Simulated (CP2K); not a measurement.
System: Mo (slab).

Input

```
&GLOBAL
  PROJECT mo_workfunction
  RUN_TYPE ENERGY_FORCE
  PRINT_LEVEL LOW
&END GLOBAL
&FORCE_EVAL
  METHOD QS
  &DFT
    BASIS_SET_FILE_NAME BASIS_MOLOPT_UZH
    POTENTIAL_FILE_NAME POTENTIAL_UZH
    &MGRID
      CUTOFF 450
      REL_CUTOFF 60
      NGRIDS 5
    &END MGRID
    &QS
      METHOD GPW
      EPS_DEFAULT 1.0E-10
    &END QS
    &KPOINTS
      SCHEME MONKHORST-PACK 9 7 1
      GAMMA_CENTERED T
      SYMMETRY T
      SYMMETRY_BACKEND SPGLIB
    &END KPOINTS
    &SCF
      SCF_GUESS ATOMIC
      EPS_SCF 1.0E-6
      MAX_SCF 100
      ADDED_MOS 46
      CHOLESKY OFF
      EPS_EIGVAL 1.0E-7
      &DIAGONALIZATION ON
        ALGORITHM STANDARD
      &END DIAGONALIZATION
      &MIXING ON
        METHOD BROYDEN_MIXING
        ALPHA 0.2
        BETA 1.5
        NBUFFER 8
      &END MIXING
      &SMEAR ON
        METHOD FERMI_DIRAC
        ELECTRONIC_TEMPERATURE [K] 580.226
      &END SMEAR
    &END SCF
    &XC
      &XC_FUNCTIONAL
        &GGA_X_PBE
        &END GGA_X_PBE
        &GGA_C_PBE
        &END GGA_C_PBE
      &END XC_FUNCTIONAL
    &END XC
    &PRINT
      &KPOINTS ON
      &END KPOINTS
      &MULLIKEN ON
      &END MULLIKEN
      &MO ON
        ENERGIES T
        OCCUPATION_NUMBERS T
        &EACH
          QS_SCF 0
        &END EACH
        ADD_LAST NUMERIC
      &END MO
      &LOWDIN ON
      &END LOWDIN
      &HIRSHFELD ON
        SHAPE_FUNCTION DENSITY
      &END HIRSHFELD
      &E_DENSITY_CUBE ON
        STRIDE 1
      &END E_DENSITY_CUBE
      &V_HARTREE_CUBE ON
        STRIDE 1
      &END V_HARTREE_CUBE
      &ELF_CUBE ON
        STRIDE 1
      &END ELF_CUBE
    &END PRINT
  &END DFT
  &SUBSYS
    &CELL
      A 2.8496403282 0.0000000000 0.0000000000
      B 0.0000000000 4.0300000000 0.0000000000
      C 0.0000000000 0.0000000000 24.9737411486
      PERIODIC XYZ
    &END CELL
    &COORD
      SCALED
      Mo  0.5000000000 0.5000000000 0.3003154375
      Mo  0.0000000000 0.0000000000 0.3573681697
      Mo  0.5000000000 0.5000000000 0.4144209018
      Mo  0.0000000000 0.0000000000 0.4714736339
      Mo  0.5000000000 0.5000000000 0.5285263661
      Mo  0.0000000000 0.0000000000 0.5855790982
      Mo  0.5000000000 0.5000000000 0.6426318303
      Mo  0.0000000000 0.0000000000 0.6996845625
    &END COORD
    &KIND Mo
      BASIS_SET TZVP-MOLOPT-PBE-GTH-q14
      POTENTIAL GTH-PBE-q14
    &END KIND
    &PRINT
      &ATOMIC_COORDINATES ON
      &END ATOMIC_COORDINATES
      &CELL ON
      &END CELL
    &END PRINT
  &END SUBSYS
  &PRINT
    &FORCES ON
    &END FORCES
  &END PRINT
&END FORCE_EVAL
```

Launched as:

```sh
OMP_NUM_THREADS=1 mpirun -n 2 cp2k.psmp -i mo_workfunction.inp -o mo_workfunction.out
```

Not relaxed (largest force 1.6 eV/Å).

Computed with CP2K, Kohn-Sham DFT of a periodic cell, PBE, GTH-PBE with UZH-TZVP basis.

Q: What will maps of the valence pseudo-density and electron localisation function show?

A: Mo–Mo (2.85 Å): ρ is about 0.34 e/Å³ halfway; the ELF is about 0.30 at the midpoint.

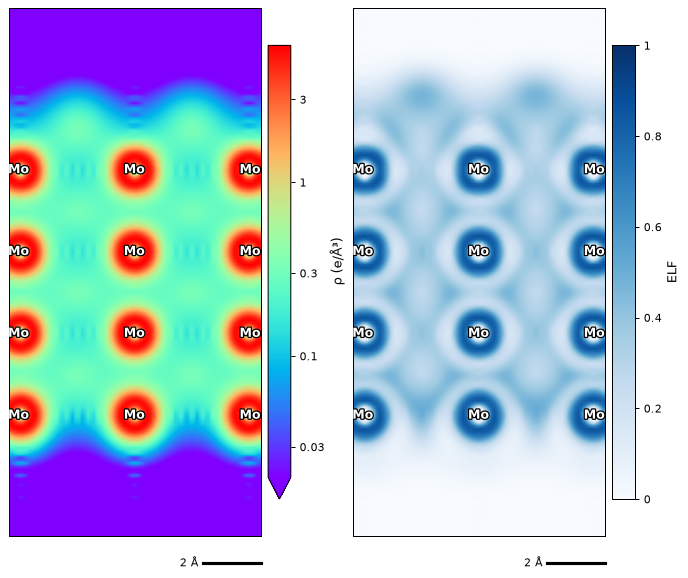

Computed valence pseudo-density and electron localisation function on the (100) plane of the calculation cell, a cut from vacuum to vacuum, in this order. 

Core electrons are replaced by pseudopotentials, and the valence fields are smoothed inside the atomic spheres.
